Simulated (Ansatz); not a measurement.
# Single-point calculation, with input and output: TiO (part 2 of 2)

The same run, continued: TiO (P-6m2, 8 atoms in the cell); DFT r2SCAN+U, scalar-relativistic, plane waves, PAW, Ueff = 4 eV on Ti d (Ansatz 0.2.0); cutoff 500 eV, 8×8×8 k-mesh, Gaussian smearing of 0.15 eV, collinear spins. The structure derives from an entry of the Crystallography Open Database. The run did not end well. It belongs to a series of runs on one base structure; here: the relaxed cell repeated 4 times.

Geometry of the input (Å; fractional positions):
```
1.5075  2.6111  2.8913
-1.5075  -2.6111  2.8913
4.5226  -2.6111  0.0000
Ti 0.5000  0.5000  0.6667
Ti 0.2500  0.7500  0.1667
Ti 0.7500  0.2500  0.1667
Ti -0.0000  0.0000  0.6667
O  1.0000  0.5000  0.5000
O  0.7500  0.7500  -0.0000
O  0.2500  0.2500  0.0000
O  0.5000  1.0000  0.5000
```

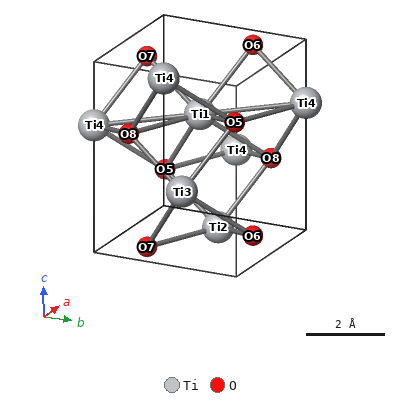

Fig. 1: The structure as given in the input (ball-and-stick view of the cell of the calculation, seen at an oblique angle; atoms are numbered from 1 in the order of the input). An atom can appear more than once, as a periodic image.

What the program printed, continued
```
SCF iter   1: F=—  HF=-12283.464646 eV  |F-HF|=—  |Δ(HF+E_count)|=         —  Δρ=5.18e-2 (↑5.18e-2 ↓4.40e-2)  dr2=5.61e0  dr2_τ=9.71e-2  dr2_m=3.67e-1  M=6.585 μB ∫|m|=7.381 μB  β_m=1.00  ethr=3.10e-3  ⟨swp⟩=5.0  Hψ=36607  notcnv=0
preconditioner: auto → Kerker (q_TF=auto, 2.624 Å⁻¹)  [metal: Δε(μ)=0.008 eV  Ē_g=9.798 eV  σ=0.150 eV  W_gap=0.03  n_scr=28 (ndim 8)  ℏωp=24.6 eV  f_vac=0.000  D(μ)=10.21/eV (n_scr^D=130)]
spin=Collinear: Kerker preconditioning applied to the charge; magnetization (m = ρ↑ − ρ↓) channel mixes plain (no charge-response kernel on spin).
SCF iter   2: F=—  HF=-12285.485095 eV  |F-HF|=—  |Δ(HF+E_count)|=    2.02e0  Δρ=3.46e-2 (↑3.46e-2 ↓1.82e-2)  dr2=1.41e0  dr2_τ=3.42e-2  dr2_m=1.75e-1  M=7.679 μB ∫|m|=8.276 μB  β_m=1.00  ethr=3.10e-3  ⟨swp⟩=2.7  Hψ=18888  notcnv=0  defer=594  κ⁻¹=1.0e0(r=1)
SCF iter   3: F=—  HF=-12286.643161 eV  |F-HF|=—  |Δ(HF+E_count)|=    1.16e0  Δρ=2.09e-2 (↑2.09e-2 ↓1.20e-2)  dr2=5.54e-1  dr2_τ=9.33e-3  dr2_m=4.16e-2  M=7.976 μB ∫|m|=8.371 μB  β_m=1.00  ethr=1.96e-3  ⟨swp⟩=2.8  Hψ=16573  notcnv=0  defer=593  κ⁻¹=2.6e-2(r=2)
SCF iter   4: F=—  HF=-12287.510229 eV  |F-HF|=—  |Δ(HF+E_count)|=   8.67e-1  Δρ=9.18e-3 (↑9.18e-3 ↓4.14e-3)  dr2=6.79e-2  dr2_τ=2.37e-3  dr2_m=1.65e-2  M=7.997 μB ∫|m|=8.259 μB  β_m=0.30  ethr=7.70e-4  ⟨swp⟩=2.2  Hψ=17720  notcnv=0  defer=599  κ⁻¹=6.8e-4(r=3)
SCF iter   5: F=—  HF=-12287.985094 eV  |F-HF|=—  |Δ(HF+E_count)|=   4.75e-1  Δρ=6.97e-3 (↑6.97e-3 ↓4.38e-3)  dr2=2.12e-2  dr2_τ=9.91e-4  dr2_m=1.86e-2  M=8.000 μB ∫|m|=8.223 μB  β_m=1.00  ethr=9.43e-5  ⟨swp⟩=2.1  Hψ=16295  notcnv=0  defer=597  κ⁻¹=3.7e-4(r=4)
SCF iter   6: F=—  HF=-12288.281854 eV  |F-HF|=—  |Δ(HF+E_count)|=   2.97e-1  Δρ=5.03e-3 (↑5.03e-3 ↓2.20e-3)  dr2=1.68e-2  dr2_τ=4.68e-4  dr2_m=5.69e-3  M=8.000 μB ∫|m|=8.168 μB  β_m=1.00  ethr=2.94e-5  ⟨swp⟩=2.0  Hψ=17758  notcnv=0  defer=598  κ⁻¹=3.2e-5(r=5)
SCF iter   7: F=—  HF=-12288.491382 eV  |F-HF|=—  |Δ(HF+E_count)|=   2.10e-1  Δρ=6.98e-3 (↑6.98e-3 ↓2.19e-3)  dr2=3.73e-2  dr2_τ=4.96e-4  dr2_m=6.36e-3  M=8.000 μB ∫|m|=8.136 μB  β_m=1.00  ethr=2.33e-5  ⟨swp⟩=2.2  Hψ=14116  notcnv=0  defer=603  κ⁻¹=2.8e-5(r=6)
SCF iter   8: F=—  HF=-12288.652632 eV  |F-HF|=—  |Δ(HF+E_count)|=   1.61e-1  Δρ=9.06e-3 (↑9.06e-3 ↓3.21e-3)  dr2=6.47e-2  dr2_τ=8.97e-4  dr2_m=7.42e-3  M=8.000 μB ∫|m|=8.116 μB  β_m=1.00  ethr=2.33e-5  ⟨swp⟩=2.0  Hψ=15529  notcnv=0  defer=616  κ⁻¹=5.5e-6(r=7)
SCF iter   9: F=—  HF=-12288.832213 eV  |F-HF|=—  |Δ(HF+E_count)|=   1.80e-1  Δρ=1.46e-2 (↑1.46e-2 ↓6.70e-3)  dr2=1.76e-1  dr2_τ=2.76e-3  dr2_m=1.36e-2  M=8.000 μB ∫|m|=8.108 μB  β_m=1.00  ethr=2.33e-5  ⟨swp⟩=2.4  Hψ=17281  notcnv=0  defer=630  κ⁻¹=4.3e-6(r=8)
SCF iter  10: F=—  HF=-12288.964580 eV  |F-HF|=—  |Δ(HF+E_count)|=   1.32e-1  Δρ=1.62e-2 (↑1.62e-2 ↓8.69e-3)  dr2=2.41e-1  dr2_τ=3.51e-3  dr2_m=1.31e-2  M=8.000 μB ∫|m|=8.098 μB  β_m=1.00  ethr=2.33e-5  ⟨swp⟩=1.5  Hψ=11349  notcnv=0  defer=638  κ⁻¹=4.3e-6(r=8)
SCF iter  11: F=—  HF=-12289.052947 eV  |F-HF|=—  |Δ(HF+E_count)|=   8.84e-2  Δρ=1.63e-2 (↑1.63e-2 ↓9.70e-3)  dr2=2.63e-1  dr2_τ=3.82e-3  dr2_m=1.08e-2  M=8.000 μB ∫|m|=8.084 μB  β_m=1.00  ethr=2.33e-5  ⟨swp⟩=1.5  Hψ=10960  notcnv=0  defer=635  κ⁻¹=4.0e-6(r=8)
SCF iter  12: F=—  HF=-12289.098432 eV  |F-HF|=—  |Δ(HF+E_count)|=   4.55e-2  Δρ=1.56e-2 (↑1.56e-2 ↓9.85e-3)  dr2=2.55e-1  dr2_τ=3.70e-3  dr2_m=8.76e-3  M=8.000 μB ∫|m|=8.069 μB  β_m=1.00  ethr=2.33e-5  ⟨swp⟩=1.3  Hψ=10031  notcnv=0  defer=633  κ⁻¹=1.8e-5(r=8)
SCF iter  13: F=—  HF=-12289.111207 eV  |F-HF|=—  |Δ(HF+E_count)|=   1.28e-2  Δρ=1.44e-2 (↑1.44e-2 ↓9.25e-3)  dr2=2.20e-1  dr2_τ=3.18e-3  dr2_m=7.07e-3  M=8.000 μB ∫|m|=8.058 μB  β_m=1.00  ethr=2.33e-5  ⟨swp⟩=1.1  Hψ=9733  notcnv=0  defer=631  κ⁻¹=6.1e-5(r=8)
SCF iter  14: F=—  HF=-12289.122903 eV  |F-HF|=—  |Δ(HF+E_count)|=   1.17e-2  Δρ=1.41e-2 (↑1.41e-2 ↓9.17e-3)  dr2=2.14e-1  dr2_τ=3.11e-3  dr2_m=6.65e-3  M=8.000 μB ∫|m|=8.050 μB  β_m=1.00  ethr=2.33e-5  ⟨swp⟩=1.0  Hψ=9452  notcnv=0  defer=632  κ⁻¹=6.0e-5(r=8)
SCF iter  15: F=—  HF=-12289.124114 eV  |F-HF|=—  |Δ(HF+E_count)|=   1.21e-3  Δρ=1.36e-2 (↑1.36e-2 ↓8.88e-3)  dr2=1.99e-1  dr2_τ=2.90e-3  dr2_m=6.18e-3  M=8.000 μB ∫|m|=8.045 μB  β_m=1.00  ethr=2.33e-5  ⟨swp⟩=1.0  Hψ=9397  notcnv=0  defer=630  κ⁻¹=3.4e-6(r=8)
SCF iter  16: F=—  HF=-12289.078150 eV  |F-HF|=—  |Δ(HF+E_count)|=   4.60e-2  Δρ=8.49e-3 (↑8.49e-3 ↓5.56e-3)  dr2=8.33e-2  dr2_τ=1.13e-3  dr2_m=2.60e-3  M=8.000 μB ∫|m|=8.044 μB  β_m=1.20  ethr=2.33e-5  ⟨swp⟩=2.0  Hψ=16739  notcnv=0  defer=634
Mixer restart at iter 16: flushing history
spin-set hold released at iteration 16 (site moments' squared step at or under half its running peak, from the soft ceiling on): the magnetisation degrees of freedom join the quasi-Newton model from the next iteration; the mixer history was flushed
SCF iter  17: F=—  HF=-12289.065152 eV  |F-HF|=—  |Δ(HF+E_count)|=   1.30e-2  Δρ=5.22e-3 (↑4.93e-3 ↓5.22e-3)  dr2=4.52e-2  dr2_τ=4.45e-4  dr2_m=3.06e-4  M=8.000 μB ∫|m|=8.040 μB  β_m=1.20  ethr=2.33e-5  ⟨swp⟩=2.0  Hψ=16032  notcnv=0  defer=646  κ⁻¹=1.0e0(r=1)
SCF iter  18: F=—  HF=-12289.068363 eV  |F-HF|=—  |Δ(HF+E_count)|=   3.21e-3  Δρ=3.34e-3 (↑3.34e-3 ↓2.22e-3)  dr2=1.26e-2  dr2_τ=1.15e-4  dr2_m=6.60e-4  M=8.000 μB ∫|m|=8.035 μB  β_m=1.20  ethr=2.33e-5  ⟨swp⟩=2.0  Hψ=16715  notcnv=0  defer=664  κ⁻¹=1.3e-1(r=2)
SCF iter  19: F=—  HF=-12289.081640 eV  |F-HF|=—  |Δ(HF+E_count)|=   1.33e-2  Δρ=3.71e-3 (↑3.71e-3 ↓1.98e-3)  dr2=1.06e-2  dr2_τ=1.33e-4  dr2_m=1.00e-3  M=8.000 μB ∫|m|=8.035 μB  β_m=1.20  ethr=1.75e-5  ⟨swp⟩=1.3  Hψ=9883  notcnv=0  defer=697  κ⁻¹=3.5e-2(r=3)
SCF iter  20: F=—  HF=-12289.049896 eV  |F-HF|=—  |Δ(HF+E_count)|=   3.17e-2  Δρ=1.70e-3 (↑1.70e-3 ↓1.45e-3)  dr2=6.12e-3  dr2_τ=6.73e-5  dr2_m=1.43e-4  M=8.000 μB ∫|m|=8.031 μB  β_m=1.20  ethr=1.47e-5  ⟨swp⟩=2.1  Hψ=15238  notcnv=0  defer=713  κ⁻¹=4.7e-3(r=4)
SCF iter  21: F=—  HF=-12289.045399 eV  |F-HF|=—  |Δ(HF+E_count)|=   4.50e-3  Δρ=6.88e-4 (↑6.55e-4 ↓6.88e-4)  dr2=1.38e-3  dr2_τ=3.86e-5  dr2_m=1.93e-5  M=8.000 μB ∫|m|=8.029 μB  β_m=1.20  ethr=8.50e-6  ⟨swp⟩=2.0  Hψ=16972  notcnv=0  defer=759  κ⁻¹=1.8e-3(r=5)
SCF iter  22: F=—  HF=-12289.045512 eV  |F-HF|=—  |Δ(HF+E_count)|=   1.12e-4  Δρ=5.20e-4 (↑5.06e-4 ↓5.20e-4)  dr2=6.73e-4  dr2_τ=2.23e-5  dr2_m=1.63e-6  M=8.000 μB ∫|m|=8.029 μB  β_m=1.20  ethr=1.92e-6  ⟨swp⟩=1.0  Hψ=9477  notcnv=0  defer=756  κ⁻¹=1.4e-3(r=6)
SCF iter  23: F=—  HF=-12289.045545 eV  |F-HF|=—  |Δ(HF+E_count)|=   3.37e-5  Δρ=1.84e-4 (↑1.84e-4 ↓1.37e-4)  dr2=5.16e-5  dr2_τ=1.17e-6  dr2_m=1.54e-6  M=8.000 μB ∫|m|=8.029 μB  β_m=1.20  ethr=9.35e-7  ⟨swp⟩=2.2  Hψ=14912  notcnv=0  defer=753  κ⁻¹=2.8e-4(r=7)
SCF iter  24: F=—  HF=-12289.045550 eV  |F-HF|=—  |Δ(HF+E_count)|=   4.16e-6  Δρ=1.16e-4 (↑1.13e-4 ↓1.16e-4)  dr2=2.17e-5  dr2_τ=9.18e-7  dr2_m=6.00e-8  M=8.000 μB ∫|m|=8.029 μB  β_m=1.20  ethr=7.17e-8  ⟨swp⟩=1.7  Hψ=10994  notcnv=0  defer=783  κ⁻¹=1.2e-4(r=8)
SCF iter  25: F=—  HF=-12289.045573 eV  |F-HF|=—  |Δ(HF+E_count)|=   2.30e-5  Δρ=4.46e-5 (↑4.46e-5 ↓4.32e-5)  dr2=2.33e-6  dr2_τ=1.87e-7  dr2_m=4.74e-8  M=8.000 μB ∫|m|=8.029 μB  β_m=1.20  ethr=3.02e-8  ⟨swp⟩=2.0  Hψ=16155  notcnv=0  defer=783  κ⁻¹=2.7e-5(r=8)
SCF iter  26: F=—  HF=-12289.045576 eV  |F-HF|=—  |Δ(HF+E_count)|=   3.53e-6  Δρ=2.64e-5 (↑2.64e-5 ↓2.47e-5)  dr2=8.80e-7  dr2_τ=5.09e-8  dr2_m=1.26e-8  M=8.000 μB ∫|m|=8.029 μB  β_m=1.20  ethr=3.24e-9  ⟨swp⟩=2.0  Hψ=14362  notcnv=0  defer=783  κ⁻¹=1.4e-5(r=8)
SCF iter  27: F=—  HF=-12289.045577 eV  |F-HF|=—  |Δ(HF+E_count)|=   1.32e-6  Δρ=1.36e-5 (↑1.36e-5 ↓9.99e-6)  dr2=1.84e-7  dr2_τ=4.52e-9  dr2_m=7.14e-9  M=8.000 μB ∫|m|=8.029 μB  β_m=1.20  ethr=1.22e-9  ⟨swp⟩=2.0  Hψ=16205  notcnv=0  defer=783  κ⁻¹=2.9e-6(r=8)
SCF iter  28: F=—  HF=-12289.045578 eV  |F-HF|=—  |Δ(HF+E_count)|=   2.95e-7  Δρ=1.05e-5 (↑1.05e-5 ↓7.89e-6)  dr2=1.21e-7  dr2_τ=2.12e-9  dr2_m=2.61e-9  M=8.000 μB ∫|m|=8.029 μB  β_m=1.20  ethr=1.39e-10  ⟨swp⟩=13.7  Hψ=58433  notcnv=0  κ⁻¹=2.3e-6(r=8)
SCF iter  29: F=—  HF=-12289.045578 eV  |F-HF|=—  |Δ(HF+E_count)|=   5.20e-7  Δρ=7.76e-6 (↑7.76e-6 ↓5.29e-6)  dr2=5.96e-8  dr2_τ=1.11e-9  dr2_m=2.96e-9  M=8.000 μB ∫|m|=8.029 μB  β_m=1.20  ethr=1.39e-10  ⟨swp⟩=8.7  Hψ=55053  notcnv=0  κ⁻¹=1.3e-5(r=8)
SCF iter  30: F=-12289.045579 eV  HF=-12289.045579 eV  |F-HF|=4.75e-8  |Δ(HF+E_count)|=   2.47e-7  Δρ=5.20e-6 (↑5.20e-6 ↓4.24e-6)  dr2=2.89e-8  dr2_τ=1.11e-9  dr2_m=6.63e-10  M=8.000 μB ∫|m|=8.029 μB  ethr=8.28e-11  ⟨swp⟩=7.6  Hψ=48834  notcnv=0
SCF 1 converged in 30 iterations: F = -12289.045579 eV  dr2 = 2.89e-8
  greatest PAW one-centre occupation: 1.004 electrons in one spin orbital (limit 2), on the Ti atom at site 3 (counted from 0), in its partial waves of l = 1
```

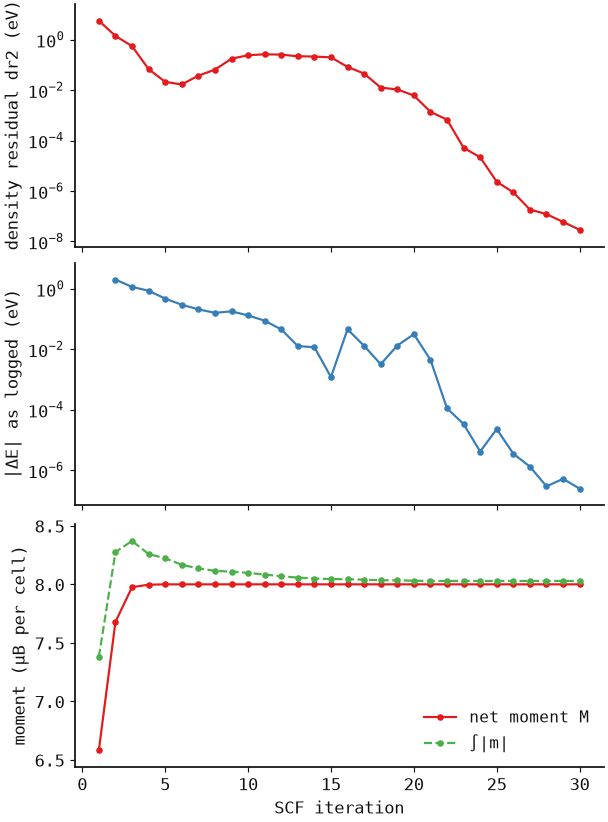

Fig. 2: Convergence of the self-consistent field: density residual dr2, size of the energy change and magnetic moment against the SCF iteration. The run ended after 30 iterations. The net moment goes from 6.6 to 8.0 μB per cell.

```
Following the negative reading down, search 1: the free energy F (with its fill's electron-count term) along its direction. At the converged state itself: F - F(close) = -3.638e-12 eV
  point 1 (+, 4.0e-4 eV away): F - F(close) = -7.422e-4 eV
  point 2 (+, 1.6e-3 eV away): F - F(close) = -2.985e-3 eV
  point 3 (+, 6.4e-3 eV away): F - F(close) = -1.197e-2 eV
  point 4 (+, 2.6e-2 eV away): F - F(close) = -4.724e-2 eV
  point 5 (+, 1.0e-1 eV away): F - F(close) = -1.781e-1 eV
  point 6 (+, 4.1e-1 eV away): F - F(close) = -6.459e-1 eV
  point 7 (+, 1.6e0 eV away): F - F(close) = -1.495e0 eV
  point 8 (+, 6.6e0 eV away): F - F(close) = -1.608e0 eV
  point 9 (+, 2.6e1 eV away): F - F(close) = -9.732e-1 eV
  point 10 (-, 4.1e-1 eV away): F - F(close) = -7.316e-1 eV
  point 11 (-, 1.6e0 eV away): F - F(close) = -1.513e0 eV
  point 12 (-, 6.6e0 eV away): F - F(close) = -1.648e0 eV
  point 13 (-, 2.6e1 eV away): F - F(close) = -1.026e0 eV
Step cancelled. What follows is not a result of the run: it is the report of the last solve that finished, which converged after 30 SCF iterations.
Magnetization: 8.0000 μB (40.0000 up, 32.0000 down)
Absolute magnetization: 8.0303 μB (∫|ρ↑−ρ↓|, with the PAW one-centre terms)
Spin contamination: 0.0562 ħ² per cell (⟨S²⟩ above its minimum at these occupations)
Per-site moments (μB) at R_I (Å): [(1.4011215965556971, 0.9333934950872335), (1.4011215965556973, 0.9333934950872335), (1.4011215965556976, 0.9333934950872335), (1.4011215965556971, 0.9333934950872335), (0.013482301105333185, 0.9333934950872335), (0.013482301105333187, 0.9333934950872335), (0.013482301105333244, 0.9333934950872335), (0.013482301105333164, 0.9333934950872335)]
Free energy (F): -12289.045579 eV
Harris-Foulkes:  -12289.045579 eV  (|F-HF|=4.75e-8)
Internal energy: -12289.023275 eV  (E = F + TS)
E sigma→0 (E₀):  -12289.034427 eV
Entropy (-TS):   -0.022303 eV (-2.788 meV/atom)
Fermi energy:    14.250612 eV
--- Per-component energies (eV) ---
  E_band       = -614.539248
  E_kinetic    = 1802.463118
  E_local      = -4177.175366  (includes V_loc(G=0)·N_el)
  E_nonlocal   = 237.763634
  E_hartree    = 1650.198053
  E_xc         = -668.540657
  E_vxc        = -957.737846  (∫ρ·V_xc dr)
  E_hubbard    = 8.180667  (on-site DFT+U / exact-exchange correction)
  E_vhub       = -4.194586  (the Hubbard potential's part of the band-sum identity)
  E_paw        = -4876.304650  (= ΣΔE_a)
  E_vpaw       = -880.074504  (= ΣTr[D̂ρ^β])
  E_aug_tail   = 0.004698  (compensation charges beyond the density's cutoff)
  E_vtau       = 64.015824  (kinetic-family band-sum trace: ∫τ·v_τ [+ j·A + Jᵃ·Aᵃ] dr)
  E_ewald      = -6264.471180
  E_core_change = -1.141592  (= ΣΔE_core)
  E_smearing   = -0.022303  (= −TS)
  E_closure    = -0.000000  (closes the sum)
  Σ components = -12289.045579   (vs F -12289.045579, Δ=0.00e0)
--- Forces (eV/Å), atoms counted from 1 ---
  atom   1  Ti    -0.00081621     0.00047124    -0.00000000
  atom   2  Ti    -0.00081621     0.00047124    -0.00000000
  atom   3  Ti    -0.00081621     0.00047124    -0.00000000
  atom   4  Ti    -0.00081621     0.00047124    -0.00000000
  atom   5  O      0.00072211    -0.00041691     0.00000000
  atom   6  O      0.00072211    -0.00041691     0.00000000
  atom   7  O      0.00072211    -0.00041691    -0.00000000
  atom   8  O      0.00072211    -0.00041691     0.00000000
  max |Σ_I F_I| component: 3.76e-4 eV/Å
--- Stress (GPa, compression-positive) ---
        0.006379      -0.007134      -0.000000
       -0.007134      -0.001859      -0.000000
       -0.000000       0.000000       0.004423
  P = ⅓ Tr σ = 0.0030 GPa (0.030 kbar)
--- Band table (eV; the first three rows and the last of 210) ---
  k-point 0 ↑: bands = ["-46.3838", "-46.3317", "-46.2794", "-46.2794", "-22.0085", "-21.8402", "-21.8402", "-21.6830", "-21.6830", "-21.6802", "-21.6802", "-21.6477", "-21.5495", "-21.5494", "-21.3271", "-21.2741", "-7.4137", "-6.5313", "-6.2546", "-6.2546", "5.8801", "6.8883", "6.8883", "7.5411", "7.5411", "8.6027", "8.7882", "8.7882", "8.9813", "8.9822", "9.2287", "9.4046", "9.7094", "9.8617", "11.9242", "11.9242", "13.7118", "13.7118", "14.1010", "14.1204", "15.0302", "15.0328", "15.6103", "15.8101", "15.8101", "17.1721", "17.1721", "17.5650"]
  k-point 1 ↑: bands = ["-46.3814", "-46.3331", "-46.2794", "-46.2794", "-21.9919", "-21.8553", "-21.8553", "-21.6803", "-21.6803", "-21.6673", "-21.6673", "-21.6440", "-21.5677", "-21.5532", "-21.3251", "-21.2762", "-7.3809", "-6.5659", "-6.2552", "-6.2552", "5.9588", "6.8792", "6.8792", "7.5414", "7.5414", "8.6024", "8.7944", "8.7944", "8.8455", "9.0010", "9.2455", "9.3924", "9.6895", "9.8404", "11.9296", "11.9296", "13.7399", "13.7399", "14.0824", "14.3594", "14.9687", "15.0403", "15.5745", "15.7799", "15.7799", "17.1592", "17.1592", "17.5776"]
  k-point 2 ↑: bands = ["-46.3748", "-46.3376", "-46.2793", "-46.2793", "-21.9443", "-21.8843", "-21.8843", "-21.6806", "-21.6806", "-21.6370", "-21.6370", "-21.6335", "-21.6197", "-21.5640", "-21.3193", "-21.2818", "-7.2872", "-6.6639", "-6.2569", "-6.2569", "6.1937", "6.8573", "6.8573", "7.5420", "7.5420", "8.2352", "8.8091", "8.8091", "8.8959", "9.0556", "9.2940", "9.3557", "9.6334", "9.7671", "11.9422", "11.9422", "13.8111", "13.8111", "14.0591", "14.7050", "15.0603", "15.0736", "15.4793", "15.7036", "15.7036", "17.1280", "17.1280", "17.6136"]
  k-point 104 ↓: bands = ["-44.4214", "-44.4214", "-44.4110", "-44.4110", "-20.0870", "-20.0870", "-19.7814", "-19.7814", "-19.7700", "-19.7700", "-19.7305", "-19.7305", "-19.6368", "-19.6368", "-19.2959", "-19.2959", "-6.4182", "-6.4182", "-6.3081", "-6.3081", "6.7277", "6.7277", "6.9092", "6.9092", "8.6517", "8.6517", "9.2975", "9.2975", "9.3439", "9.3439", "9.4879", "9.4879", "15.5999", "15.5999", "16.4379", "16.4379", "17.7776", "17.7776", "18.4588", "18.4588", "18.4859", "18.4859", "18.9885", "18.9885", "19.0159", "19.0159", "19.1229", "19.1229"]
End of that report.
Error: SIGTERM received: cancelled by the caller after 14 completed passes of a stage behind a converged SCF
```
